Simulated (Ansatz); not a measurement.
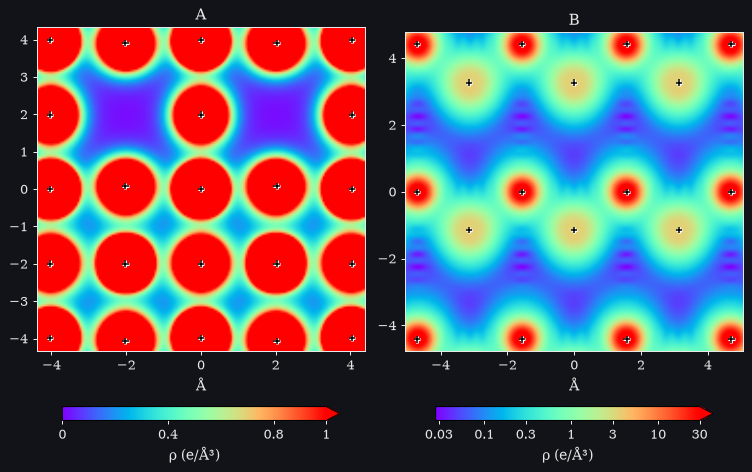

The valence pseudo-density of 2 systems, each on a plane through atoms (crosses mark nuclei in the plane).

The calculation used Ansatz 0.2.0, DFT r2SCAN, scalar-relativistic, plane waves, PAW.

System 1: Ti3O4, the (010) plane of the conventional cell. Space group I4/mmm; a structure from a database of computed crystals, not necessarily the ambient phase; changed on purpose from its base cell (volume × 0.94, shape and atoms relaxed); computed pressure about 16 GPa in this cell; computed without spin polarisation.

```xyz
14
Lattice="4.0440 0.0000 0.0000 0.0000 4.0440 0.0000 0.0000 0.0000 7.9763" Properties=species:S:1:pos:R:3 pbc="T T T"
Ti    2.0220    0.0000    1.9941
Ti    0.0000    2.0220    5.9822
Ti    0.0000    0.0000    3.9881
Ti    2.0220    2.0220    0.0000
Ti    0.0000    2.0220    1.9941
Ti    2.0220    0.0000    5.9822
O     2.0220    0.0000    0.0000
O     0.0000    2.0220    3.9881
O     0.0000    0.0000    1.9153
O     2.0220    2.0220    5.9034
O     0.0000    2.0220    0.0000
O     2.0220    0.0000    3.9881
O     0.0000    0.0000    6.0610
O     2.0220    2.0220    2.0729
```

System 2: AlGaN2, the (010) plane of the calculation cell. Space group P-4m2; a structure from a database of computed crystals, not necessarily the ambient phase.

```
Al Ga N
1.0
     3.13853    0.00000    0.00000
     0.00000    3.13853    0.00000
     0.00000    0.00000    8.84471
Al Ga N
2 2 4
Direct
  0.50000 0.50000 0.25000
  0.50000 0.50000 0.75000
  0.00000 0.00000 0.00000
  0.00000 0.00000 0.50000
  0.50000 0.00000 0.36954
  0.50000 0.00000 0.86954
  0.00000 0.50000 0.13046
  0.00000 0.50000 0.63046
```

### Which map belongs to which system?

Panel A is system 1, Ti3O4: the plane holds Ti and O. Ti–O (2.02 Å): ρ at the midpoint is about 0.54 e/Å³. Panel B is system 2, AlGaN2: the plane holds Ga and N. Ga–N (1.95 Å): ρ is about 0.74 e/Å³ halfway.
